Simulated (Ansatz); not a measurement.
Take the following structure.

```yaml
crystal:
  lattice:
    - [4.17518, 0.00000, 0.00000]
    - [-2.08759, 3.61581, 0.00000]
    - [0.00000, 0.00000, 16.90663]
  atoms:
    - { symbol: Ge, position: [0.00000, 0.00000, 0.33903] }
    - { symbol: Ge, position: [0.00000, 0.00000, 0.66097] }
    - { symbol: Sb, position: [0.33333, 0.66667, 0.11729] }
    - { symbol: Sb, position: [0.66667, 0.33333, 0.88271] }
    - { symbol: Te, position: [0.00000, 0.00000, 0.00000] }
    - { symbol: Te, position: [0.33333, 0.66667, 0.77965] }
    - { symbol: Te, position: [0.66667, 0.33333, 0.22035] }
    - { symbol: Te, position: [0.33333, 0.66667, 0.42204] }
    - { symbol: Te, position: [0.66667, 0.33333, 0.57796] }
```

Interpret the file: composition, symmetry and coordination.

The material is Ge$_{2}$Sb$_{2}$Te$_{5}$. Symmetry: P-3m1 (No. 164), primitive hexagonal lattice. It has 9 atoms to the cell (2 Ge, 2 Sb, 5 Te). Ge is linked to six Te in a distorted octahedral arrangement at 2.79 to 3.14 Å. The coordination shell of Sb holds six Te in an octahedral arrangement at 2.97 to 3.12 Å. Te takes three kinds of site: 1a with six Sb in a distorted octahedral arrangement at 3.12 Å; 2d with three Ge and three Sb in a distorted octahedral arrangement (3.14 Å to Ge, 2.97 Å to Sb); 2d with three Ge in a trigonal pyramidal arrangement at 2.79 Å. The bonds build Ge2Sb2Te5 layers parallel to (001).

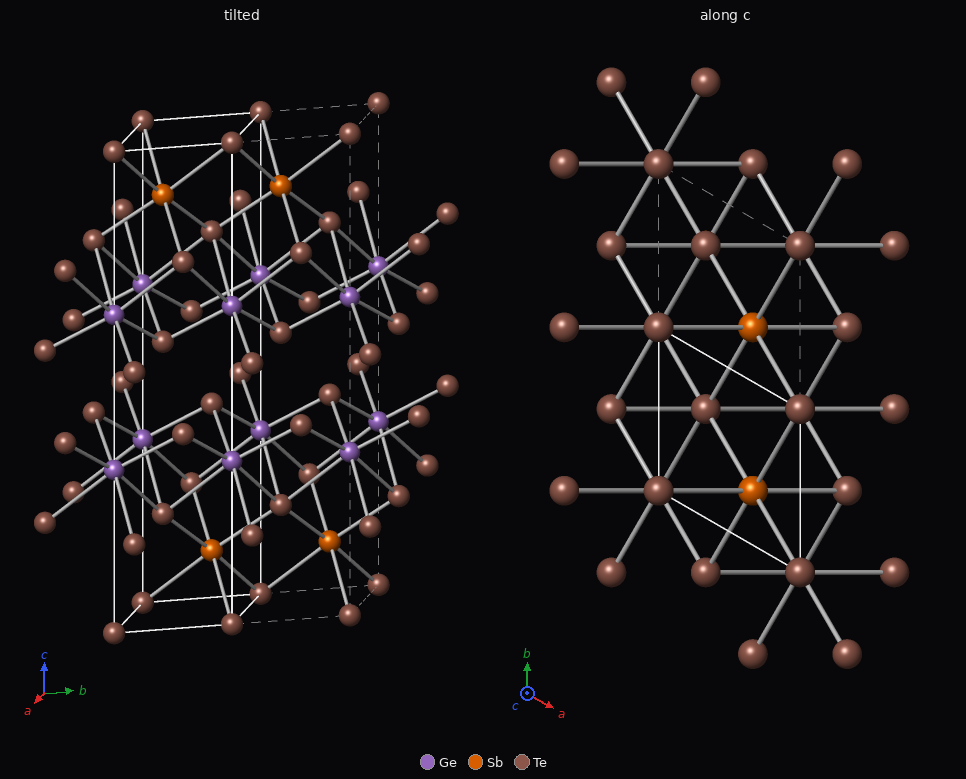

Crystal structure, ball-and-stick style, seen slightly off an axis and along the c axis. 1×2×1 cells are drawn; the solid outline is the conventional unit cell. Some atoms of the next cells are drawn as well.

Starting structure: a structure listed in the Materials Project. The picture shows the end point of a geometry optimisation with DFT LDA, scalar-relativistic, plane waves, PAW in Ansatz.
